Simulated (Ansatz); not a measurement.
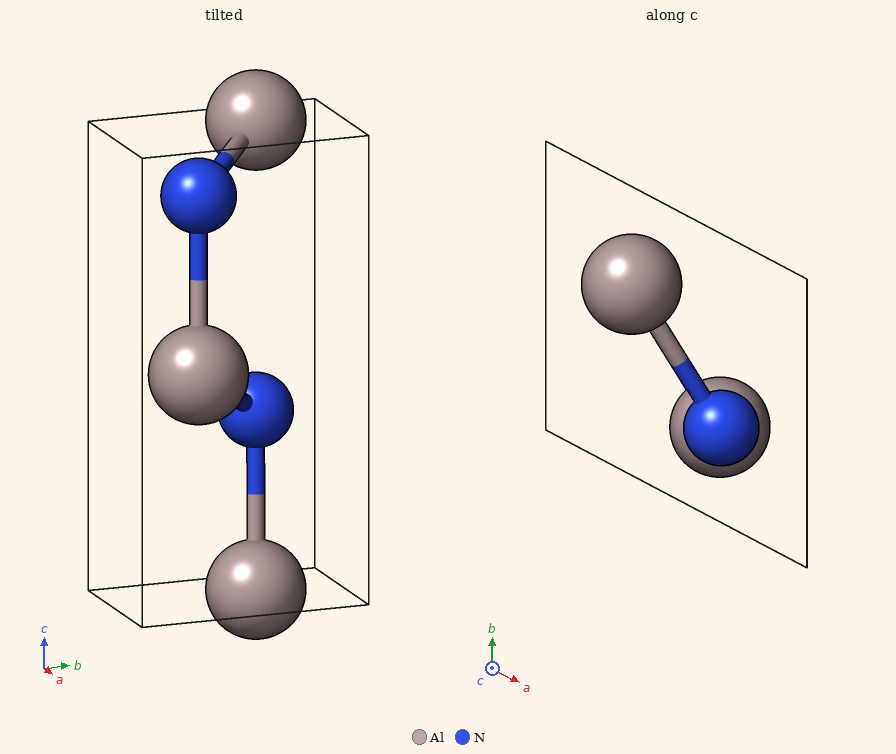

The image is a ball-and-stick drawing of a crystal, viewed slightly off an axis and along the c axis. The parallelepiped is the unit cell.

AlN, a = 3.108 Å, b = 3.040 Å, c = 4.979 Å, α = 90.00°, β = 90.00°, γ = 117.84°. Strictly the space group is P2_1 (No. 4, within 0.01 Å). It is a distorted form of a primitive hexagonal structure, space group P6_3mc (No. 186) within 0.25 Å: wurtzite. Starting structure: a structure type filled with these elements by a generator (whether the compound takes this form wasn't checked). The cell was then strained or its atoms displaced on purpose. It went into a calculation with Ansatz.

This one geometry was computed with Ansatz (DFT, plane waves, PAW) at three levels of theory: PBE, HSE06 and r2SCAN. It was relaxed with r2SCAN and then strained.

Q: Which level gives the highest pressure at this volume, and what does that say about its equilibrium volume?

A: Highest: PBE (4.7 GPa), which points to the largest equilibrium volume. Lowest, with the smallest volume: HSE06 (-0.6 GPa). Levels within 0.5 GPa of each other can't be told apart.

Q: How does the band gap change with the level of theory?

A: PBE: a gap of 4.21 eV, direct; r2SCAN: a gap of 4.86 eV, direct; HSE06: a gap of 5.58 eV, direct.

Q: Collect the results in a table.

A:
| level | cutoff (eV) | k-mesh of the run's cell | gap (eV) | pressure (GPa) |
| --- | --- | --- | --- | --- |
| PBE | 420 | 12×12×6 | 4.21 | 4.7 |
| HSE06 | 420 | 6×6×4 | 5.58 | -0.6 |
| r2SCAN | 500 | 12×12×6 | 4.86 | 0.0 |

Gaps are taken on the k-mesh or band path of each run.
